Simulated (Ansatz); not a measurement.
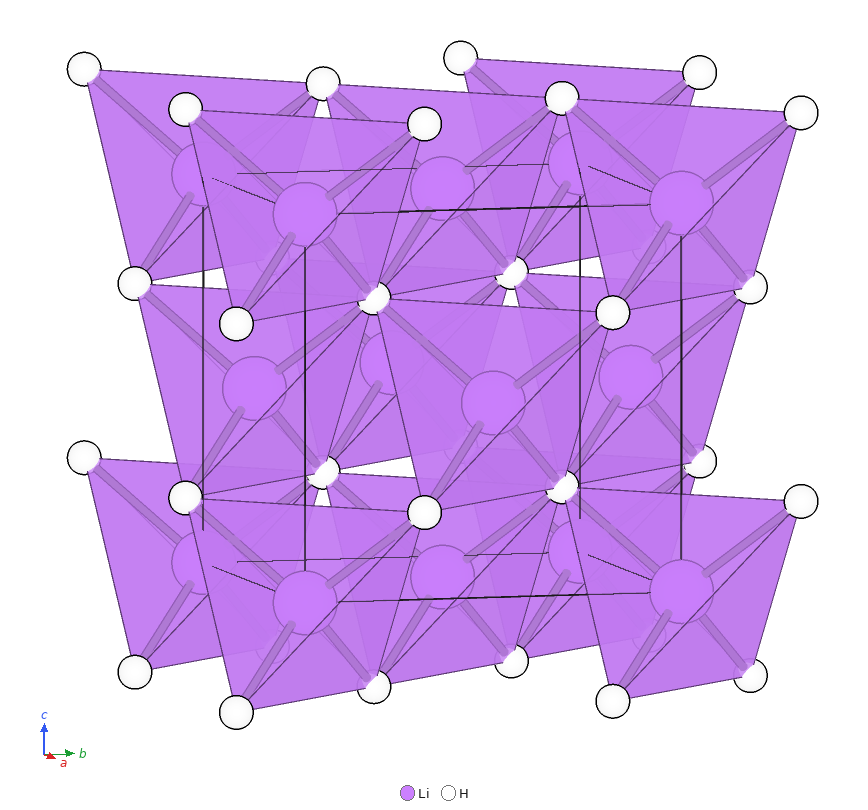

The image is a polyhedral drawing of a crystal, viewed slightly off an axis. The lines enclose the drawn cell (a repeat of the simulation cell); boundary atoms appear with their images. Some atoms of the next cells are drawn as well.

LiH, a = 4.290 Å, b = 4.290 Å, c = 4.290 Å, α = 90.00°, β = 90.00°, γ = 90.50°. Strictly the space group is Imm2 (No. 44, within 0.01 Å). It is a distorted form of a face-centred cubic structure, space group F-43m (No. 216) within 0.25 Å: zinc blende (sphalerite type). Source of the structure: a structure type filled with these elements by a generator (whether the compound takes this form wasn't checked). The cell was then strained or its atoms displaced on purpose. It was run through Ansatz as a DFT input.

This one geometry was computed with Ansatz (DFT, plane waves, PAW) at three levels of theory: r2SCAN, PBE and HSE06. It was relaxed with r2SCAN and then strained.

> How does the band gap change with the level of theory?

PBE: a gap of 4.18 eV, indirect; r2SCAN: a gap of 4.70 eV, indirect; HSE06: a gap of 5.23 eV, indirect.

> Collect the results in a table.

| level | cutoff (eV) | k-mesh of the run's cell | gap (eV) | pressure (GPa) |
| --- | --- | --- | --- | --- |
| r2SCAN | 500 | 10×10×10 | 4.70 | 0.0 |
| PBE | 420 | 10×10×10 | 4.18 | -0.1 |
| HSE06 | 420 | 8×8×8 | 5.23 | -0.3 |

Gaps are taken on the k-mesh or band path of each run.
